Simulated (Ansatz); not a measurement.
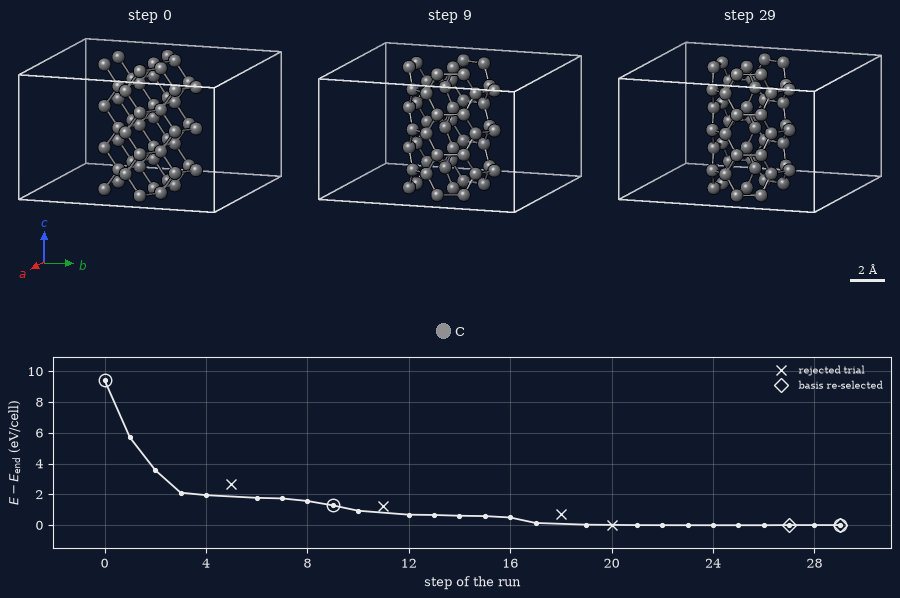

Frames of a relaxation of a wire of composition C, marked on the history of the run. A ball-and-stick model of the 3 repeat of the cell, with the vacuum cut short (origin shifted), seen slightly off an axis.

Case: wire along [1 1 0], 15 atoms a period.

All numbers below come from Ansatz 0.2.0, DFT PBE, scalar-relativistic, plane waves, PAW. (plane-wave cutoff 420 eV; k-point mesh 1 × 1 × 13; occupations gaussian; smearing width 0.05 eV; collinear spin; cell relaxed at fixed a, b, alpha, beta, gamma; force threshold 0.02 eV/Å; at most 45 steps)

### Describe the path.

The energy falls by 9.432 eV per cell of the calculation in 23 accepted moves (29 points after the start). Largest force component: 5.9 eV/Å at the start, 0.0061 eV/Å at the end. The line search rejected the trial steps at points 5, 11, 18, 20 of the run. The SCF was repeated twice at an unchanged geometry on a basis and grid sized afresh for the cell, which shifted the energy by 10.4 meV per cell of the calculation at most. The largest move relative to the layer's centre is that of a C atom, 0.98 Å. Along the periodic axis the drawn cell goes c 7.576 → 7.353 Å (−2.9 %). Near-neighbour distances that change, for instance: C–C 1.546 → 2.646 Å, C–C 1.546 → 2.568 Å, C–C 2.525 → 1.538 Å, C–C 2.961 → 1.981 Å. New bonds form: C–C (2.53 → 1.54 Å). Bonds break: C–C (1.55 → 2.57 Å), C–C (1.55 → 2.65 Å). Bond angles that change, for instance: C–C–C 109.5° → 133.2°, C–C–C 109.5° → 126.3°, C–C–C 109.5° → 122.3°. The program noted that the starting moments weren't kept. The run may lie on a higher electronic state than the lowest, so the end point isn't shown to be the ground-state structure. Cost: 8.6 min on 4 threads of Intel(R) Xeon(R) Platinum 8375C CPU @ 2.90GHz (Ice Lake) (shared host), peak memory 1.4 GiB. From step 0 to 9: C atoms move most (0.68 Å), energy −8.150 eV per cell of the calculation. From step 9 to 29: a C atom moves most (0.63 Å), energy −1.282 eV per cell of the calculation.

```csv
step,"E − E(0), meV/atom","largest force component, eV/Å",note
0,0.00,5.9130,
1,-248.81,2.9948,
2,-390.50,2.0307,
3,-488.13,1.7589,
4,-499.15,1.9608,
5,-452.33,4.4648,rejected
6,-510.67,0.5422,
7,-513.36,0.7111,
8,-524.37,3.3813,
9,-543.30,3.9036,
10,-566.55,1.3849,
11,-547.72,2.8654,rejected
12,-583.75,0.4494,
13,-585.06,0.4522,
14,-588.39,0.5856,
15,-589.91,0.6000,
16,-595.91,0.8971,
17,-619.62,1.2125,
18,-582.30,2.7249,rejected
19,-627.07,0.6614,
20,-626.35,1.0041,rejected
21,-629.01,0.1156,
22,-629.23,0.1955,
23,-629.42,0.0838,
24,-629.46,0.0797,
25,-629.48,0.0208,
26,-629.49,0.0081,
27,-628.79,0.0098,"same geometry, new basis"
28,-628.81,0.0061,
29,-628.80,0.0061,"same geometry, new basis"
```
